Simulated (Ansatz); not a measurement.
**WS$_{2}$: density, localisation and related maps**

Input file:

```
crystal:
  lattice:
    - [1.5786015672, 0.9114060398, 6.0393060278]
    - [-1.5786015672, 0.9114060398, 6.0393060278]
    - [0.0, -1.8228120795, 6.0393060278]
  atoms:
    - { symbol: W, position: [1.0258400225, 0.9922450928, 0.9799484951] }
    - { symbol: S, position: [0.7527776226, 0.7527776226, 0.7527776226] }
    - { symbol: S, position: [0.5791778407, 0.5791778407, 0.5791778407] }
basis:
  ecutwfc: 420
kpoints:
  mp_grid: { grid: [12, 12, 12] }
hamiltonian:
  xc: pbe
  dispersion: d3bj
scf:
  occupations: { method: gaussian, width: 0.05 }
output:
  forces: true
  stress: true
  eigenvalues: true
  write_density: true
  write_potential: true
  elf: true
  volumetric_format: npy
```

Launched as:

```sh
ansatz run input.yaml --threads 1 --pin off --max-ram 2560MiB --backend cpu --events-out ev --progress --plain --runs-dir out
```

Below, planes, directions and counts refer to the conventional cell (a = 3.16 Å, b = 3.16 Å, c = 6.31 Å, α = 75.51°, β = 75.51°, γ = 60.00°).

Space group P1; changed on purpose from its base cell (all W atoms moved +0.075 Å, as atom 1 along Cartesian [1 1 0]); not relaxed (largest force 1.6 eV/Å).

These are results of DFT PBE+D3(BJ), scalar-relativistic, plane waves, PAW (Ansatz 0.2.0), not measurements.

In a PAW calculation such maps are meaningful between the atoms, not at the nuclei.

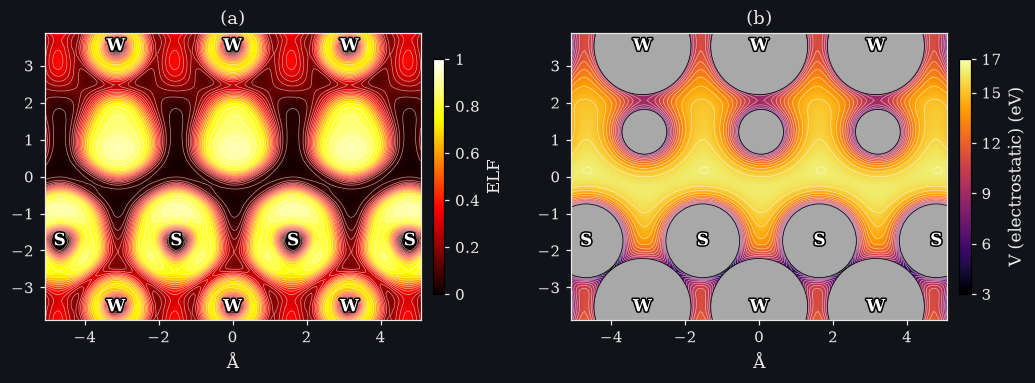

Figure 1. (a) electron localisation function; (b) electrostatic potential (local pseudopotential plus Hartree) felt by an electron on the (101̄) plane of the conventional cell. Grey discs cover the atomic cores in the potential map.

What do the fields say about this system?

The plane passes through W and S nuclei. Atoms just off the plane (S, 0.8 Å away) can leave unmarked features too. W–S (2.35 Å): the ELF peaks at about 0.85 in the valence shell of S, 0.8 Å from its nucleus, and is about 0.50 at the midpoint. W–S (2.42 Å): the ELF peaks at about 0.85 in the valence shell of S, 0.8 Å from its nucleus, and is about 0.50 at the midpoint. The features right at W lie inside the PAW spheres, where the map follows smoothed inner orbitals and isn't to be read closely. Outside the cores the potential energy rises away from the atoms and is highest about 1.9 Å from the nearest atoms; its zero is arbitrary.

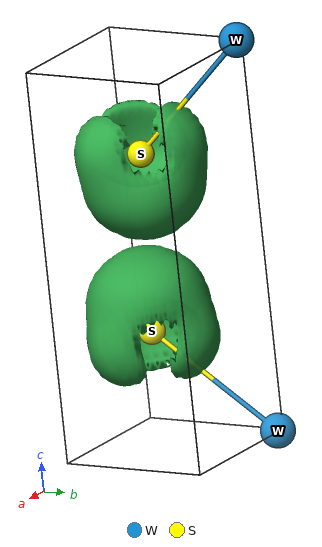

Figure 2. Isosurface of the electron localisation function at 0.8 (green), seen slightly off an axis. Core shells and regions of very low density are left out. Sticks mark near contacts.

Identify the bonds, lone pairs and shells in this picture.

The ELF exceeds this value in two regions wrapped around S (the valence shell of each), counted in one cell of 3 atoms. Any copies at cell faces, edges or corners count once.

Does the calculation give a band gap?

It is gapped, with a Kohn–Sham gap of 0.83 eV on the k-point mesh (the band edges may lie off the mesh, which would make the gap smaller).
